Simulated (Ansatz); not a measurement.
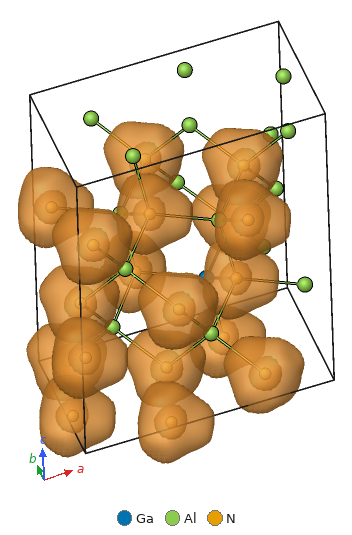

Figure 1: Al₁₇GaN₁₈ (cell with a defect). Isosurface of the electron localisation function at 0.7 (orange), seen at an oblique angle. Core shells and regions of very low density are left out. Sticks mark near contacts.

The calculation used Ansatz, DFT PBE, scalar-relativistic, plane waves, PAW.

Core electrons are frozen (PAW), and the valence fields are smoothed inside the atomic spheres.

> Where are the electrons localised?

The surface consists of 18 regions on N in which the atom's valence shell and bonds are merged, counted in one cell of 36 atoms. Regions shared between cells count once. Profiles from the grid: Al–N (1.89 Å): the ELF peaks at about 0.90 between the atoms (a polar covalent bond). Ga–N (1.95 Å): the ELF peaks at about 0.85 in the valence shell of N, 0.7 Å from its nucleus, and is about 0.45 at the midpoint.

> Does the calculation give a band gap?

It is gapped, with a Kohn–Sham gap of 5.1 eV on the k-point mesh (the band edges may lie off the mesh, which would make the gap smaller).
